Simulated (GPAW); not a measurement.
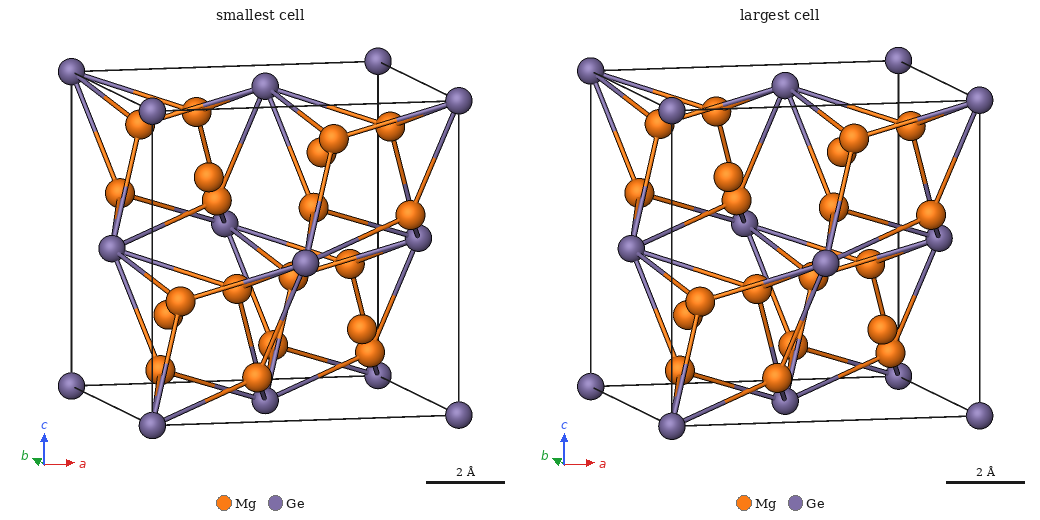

Mg₅Ge, space group F-43m (No. 216), relaxed (cell and atoms, zero pressure) with five choices of dispersion term on top of PBEsol; the smallest and the largest of the relaxed conventional cells are drawn to one scale (sticks follow a distance rule). The start was a structure listed in the Materials Project. It needn't be the stable form of this composition.

Alike in all runs: GPAW 26.7.0; functional PBEsol; potentials PAW data sets generated in the run's folder for this functional; cutoff 800 eV; k mesh 4 × 4 × 4 on the run's cell of 6 atoms; occupations fermi-dirac, width 0.05 eV; no spin polarisation; no spin-orbit coupling. All runs are metallic.

```tsv
level	volume (Å³/atom)	a (Å)
D3(BJ)-ATM	22.54	8.148
D3	?	?
D4	22.72	8.170
none	22.54	8.148
D3(BJ)	22.53	8.146
```

Question: What does D3 give?

Answer: Volume 22.81 Å³/atom; a 8.180 Å. That is the largest volume of all.

Question: Order the levels by the relaxed volume, smallest first.

Answer: D3(BJ) (22.53 Å³/atom), D3(BJ)-ATM and none (22.54 Å³/atom), D4 (22.72 Å³/atom), D3 (22.81 Å³/atom). Rows within a few tenths of a per cent can't be told apart.

Caveat: later steps reuse the first step's grids; pairwise dispersion terms can overbind metals strongly.
